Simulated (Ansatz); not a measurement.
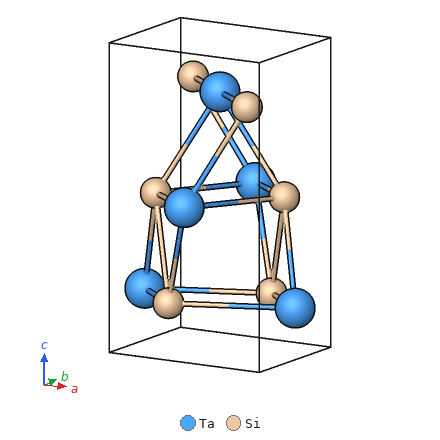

The system is TaSi2 (P6_222, No. 180; 9 atoms in the cell); the picture shows the reference structure. 
- The cell is strained homogeneously, by one strain along x and y and another along z, with fractional coordinates fixed (x along [1 0 0], z along [0 0 1] of the conventional cell).
- The first coordinate is: strain along x and y; the second: strain along z.
- Grid: 5 × 5 points.
- Points are written as (first, second).
- All energies are given in meV/atom relative to the lowest grid point.
- These are results of Ansatz, DFT PBEsol, scalar-relativistic, plane waves, PAW, not measurements. Settings: cutoff 420 eV, k-mesh 12×12×6 in the order of the run's cell vectors, gaussian smearing 0.15 eV, no spin polarisation.

Its coordinates:

```
CELL_PARAMETERS angstrom
4.76086 0.00000 0.00000
-2.38043 4.12303 0.00000
0.00000 0.00000 6.55578
ATOMIC_POSITIONS crystal
Ta 0.50000 0.00000 0.50000
Ta 0.50000 0.50000 0.83333
Ta 0.00000 0.50000 0.16667
Si 0.15927 0.31854 0.50000
Si 0.84073 0.15927 0.83333
Si 0.68146 0.84073 0.16667
Si 0.84073 0.68146 0.50000
Si 0.15927 0.84073 0.83333
Si 0.31854 0.15927 0.16667
```

Range: strain along x and y from −5.0 to 5.0 %; strain along z from −5.0 to 5.0 %.

Predict the map.

Answer. The lowest grid point is at (0.0 %, 0.0 %). It is the only kind of minimum in the scanned range. The highest grid point, (−5.0 %, −5.0 %), lies 235 meV/atom above the lowest. Round the minimum the valley is somewhat tilted: raising strain along x and y shifts the best value of strain along z downwards (coupling k₁₂/√(k₁₁k₂₂) about 0.3).

```tsv
strain along z ↓, strain along x and y →	−5.0	−2.5	0.0	2.5	5.0
5.0	121	51	45	88	169
2.5	109	29	12	46	119
0.0	120	28	0	24	88
−2.5	160	54	14	28	83
−5.0	235	114	61	63	108
```

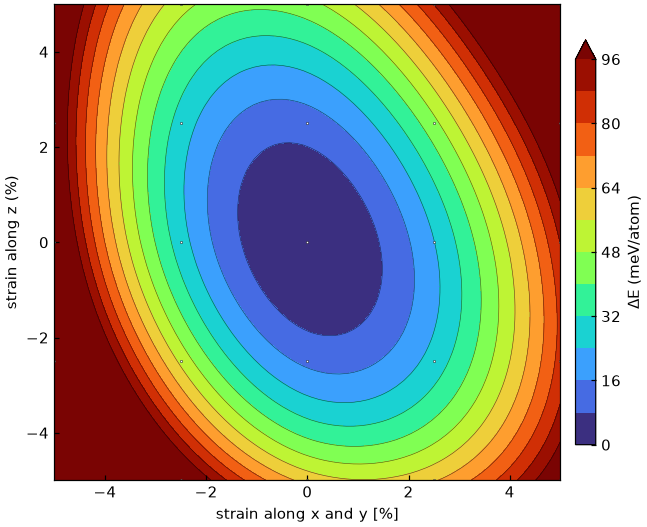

In the figure: filled contours, dots at the grid points, one colour for all values above the top of the scale. Between grid points the surface is interpolated.
